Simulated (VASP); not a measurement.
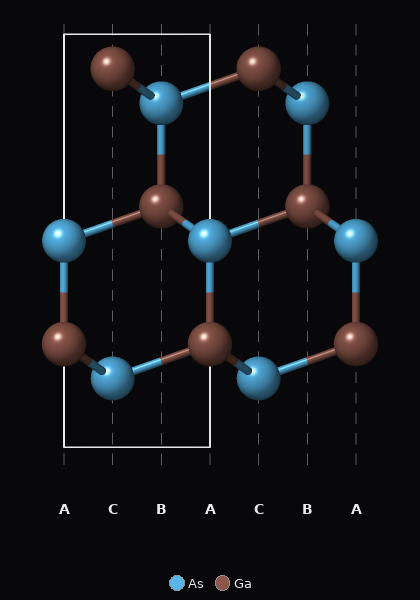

Projection along an edge of the hexagonal mesh, stacking direction [111] upwards. The dashed lines mark the three columns A (0, 0), B (1/3, 2/3) and C (2/3, 1/3). The box is the hexagonal cell of the face-centred cubic lattice. The sequence starts with the first layer at or above the cell's origin.

GaAs: the end point of a relaxation with VASP Kohn-Sham DFT of a periodic cell, PBE, VASP PAW PBE potentials, recommended in VASP 6.6.1.

Q: Give the sequence of layers in one repeat, with element and column.

A: As(C) – Ga(A) – As(A) – Ga(B) – As(B) – Ga(C) (six layers in 9.96 Å).

Q: How are the As layers alone stacked?

A: As layers alone: CAB, the cubic close-packed type.

Q: Which positions between or in the As layers do the other atoms fill?

A: Ga: three tetrahedral sites (per hexagonal cell).

Q: What short polytype symbol fits?

A: Polytype symbol 3C, the symbol of a tetrahedral polytype (number of double layers in the repeat and lattice).
